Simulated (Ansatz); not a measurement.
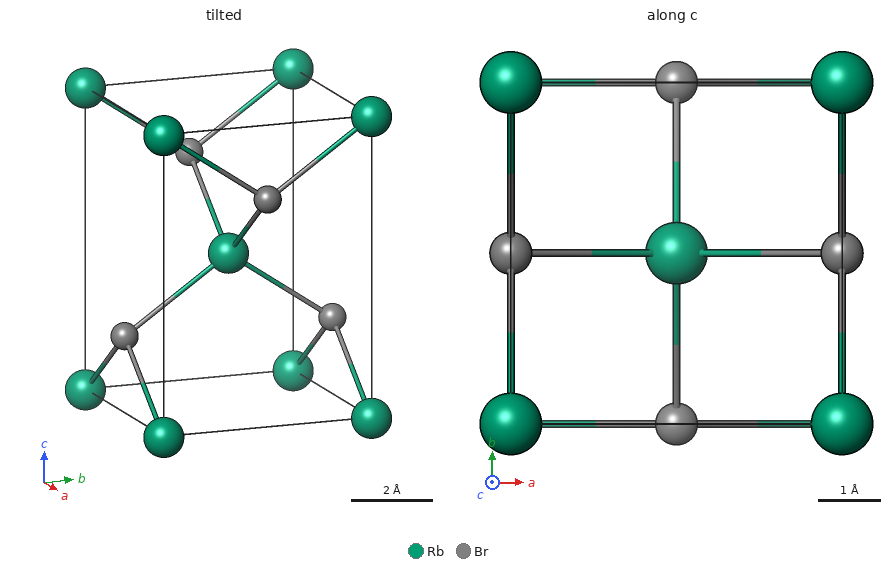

Drawn in the ball-and-stick manner and seen slightly off an axis and along the c axis. The parallelepiped is the conventional unit cell.

RbBr, space group Imm2 (No. 44), a = 5.389 Å, b = 5.555 Å, c = 7.739 Å, α = 90.00°, β = 90.00°, γ = 90.00°. Provenance: a structure type filled with these elements by a generator (whether the compound takes this form wasn't checked). The cell was then strained or its atoms displaced on purpose. It was run through Ansatz as a DFT input.

This one geometry was computed with Ansatz (DFT, plane waves, PAW) at three levels of theory: HSE06, PBE and r2SCAN. It was relaxed with r2SCAN and then strained.

### How does the band gap change with the level of theory?

PBE: a gap of 4.06 eV, indirect; r2SCAN: a gap of 4.63 eV, indirect; HSE06: a gap of 5.16 eV, indirect.

### Collect the results in a table.

| level | cutoff (eV) | k-mesh of the run's cell | gap (eV) | pressure (GPa) |
| --- | --- | --- | --- | --- |
| HSE06 | 420 | 4×4×4 | 5.16 | 0.1 |
| PBE | 420 | 6×6×6 | 4.06 | 0.2 |
| r2SCAN | 500 | 6×6×6 | 4.63 | 0.0 |

Gaps are taken on the k-mesh or band path of each run.
